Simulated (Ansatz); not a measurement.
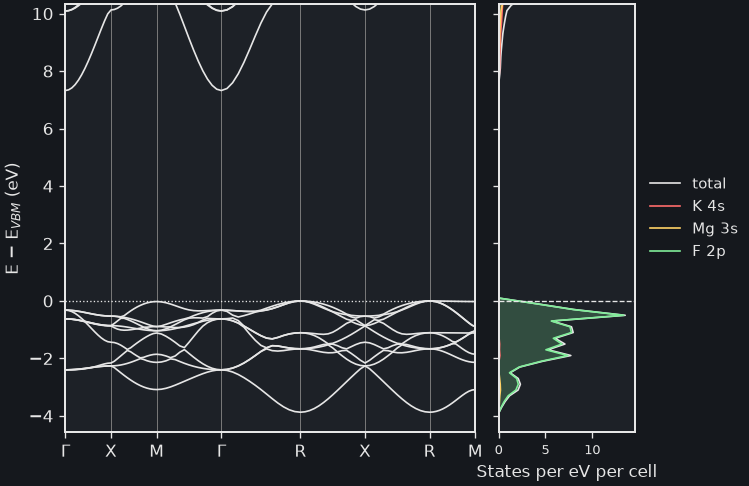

Band structure and density of states. Energies are counted from the top of the valence band. The path runs straight from each named point to the next. The partial curves are projected on atomic shells.

The material is KMgF$_{3}$, space group Pm-3m, 5 atoms in the cell; a = 3.99 Å, b = 3.99 Å, c = 3.99 Å, α = 90.00°, β = 90.00°, γ = 90.00°.

Method: DFT, PBE, all-electron LAPW, scalar-relativistic, no spin polarisation, 6×6×6 k mesh (Ansatz 0.2.0).

> What does the band structure say about the gap?

An insulator. The gap along this path is 7.32 eV and indirect, from the valence-band top at R to the conduction-band bottom at Γ; the smallest direct gap is 7.64 eV, at Γ.

> What are the direct gaps at Γ and X?

The direct gaps are 7.64 eV at Γ and 10.65 eV at X.

> How wide is the upper valence band?

The upper group of valence states starts about 3.7 eV under the valence-band top, with a gap beneath it; it holds about 18 electrons a cell.
